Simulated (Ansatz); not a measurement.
The compound is SiO₂ (space group I-42d, No. 122), taken as coordinates from a relaxation with Ansatz 0.2.0, DFT PBEsol, scalar-relativistic, plane waves, PAW.

```cif
data_structure
_symmetry_space_group_name_H-M 'I-42d'
_symmetry_Int_Tables_number 122
_cell_length_a 4.9800
_cell_length_b 4.9800
_cell_length_c 7.3373
_cell_angle_alpha 90.000
_cell_angle_beta 90.000
_cell_angle_gamma 90.000
_cell_volume 181.97
loop_
_atom_site_label
_atom_site_type_symbol
_atom_site_symmetry_multiplicity
_atom_site_Wyckoff_symbol
_atom_site_fract_x
_atom_site_fract_y
_atom_site_fract_z
_atom_site_occupancy
Si1 Si 4 a 0.00000 0.00000 0.00000 1
O1 O 8 d 0.25000 0.59665 0.37500 1
```

Bonds are taken as O–Si below 1.8 Å. Atoms with one bond or none are removed and atoms with two bonds are replaced by edges, until no such atom is left.

Derive the underlying net.

The result is a uninodal 4-connected, three-periodic net: Si is a 4-connected node. O becomes part of the edges. It is the dia net, known from diamond, zinc blende and cristobalite. It is a single net, without interpenetration.

```csv
node,links,point symbol,coordination sequence
Si,4,6⁶,4 12 24 42 64 92
```

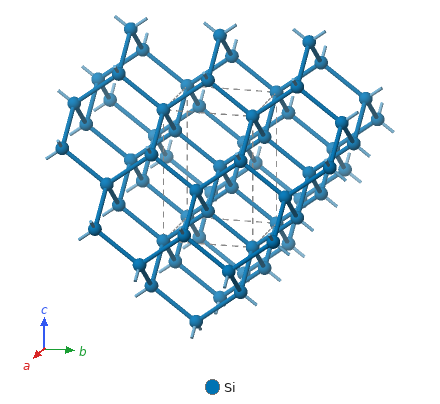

Nodes are coloured by topological kind. Edges to nodes outside the piece are drawn as stubs.
